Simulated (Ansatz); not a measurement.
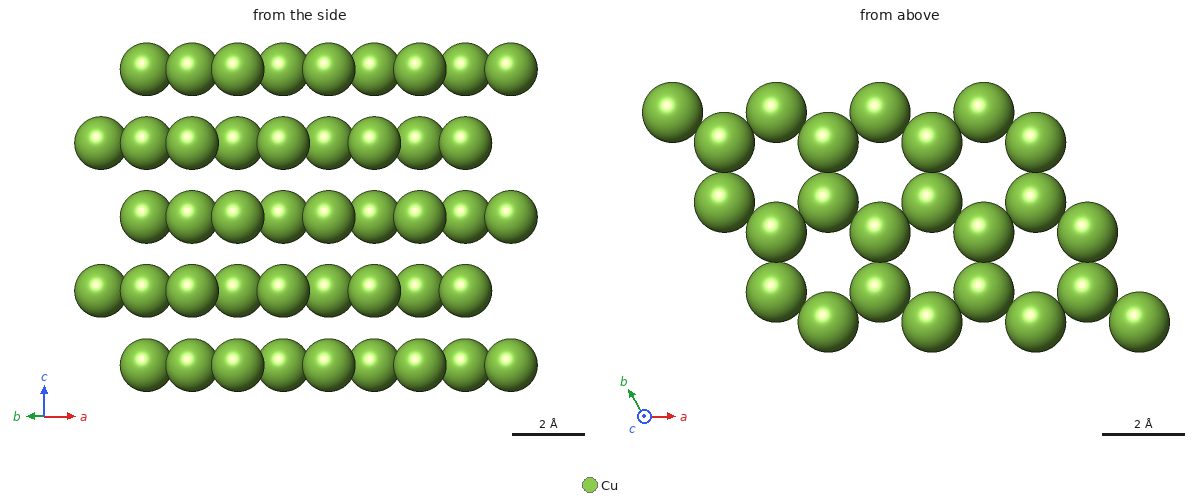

A spheres-only picture of a periodic slab, seen from the side and from above. The surface normal points up in side views; the vacuum is left out. 4×3 cells are drawn in the plane, with atoms at the edges repeated.

The cell holds 5 Cu. The slab was cut from bulk Cu (P6_3/mmc).

Question: What is the slab's thickness, atom centre to atom centre?

Answer: About 8 Å from the lowest to the highest atom.

Question: How are the atomic planes stacked?

Answer: Five planes: Cu / Cu / Cu / Cu / Cu.

Question: What is the orientation of the surface?

Answer: (0 0 1).

Calculation details: DFT r2SCAN, scalar-relativistic, plane waves, PAW (Ansatz 0.2.0); a 500 eV plane-wave basis, Brillouin-zone sampling on a 12×12×1 mesh, Gaussian smearing of 0.1 eV, no spin polarisation.

Question: Estimate the work function for the two faces.

Answer: 4.77 eV on both faces.

The model was built from a structure listed in the Materials Project, from which a slab was cut. The atoms were relaxed in a fixed cell with Ansatz 0.2.0, DFT r2SCAN, scalar-relativistic, plane waves, PAW, but for two held in place.
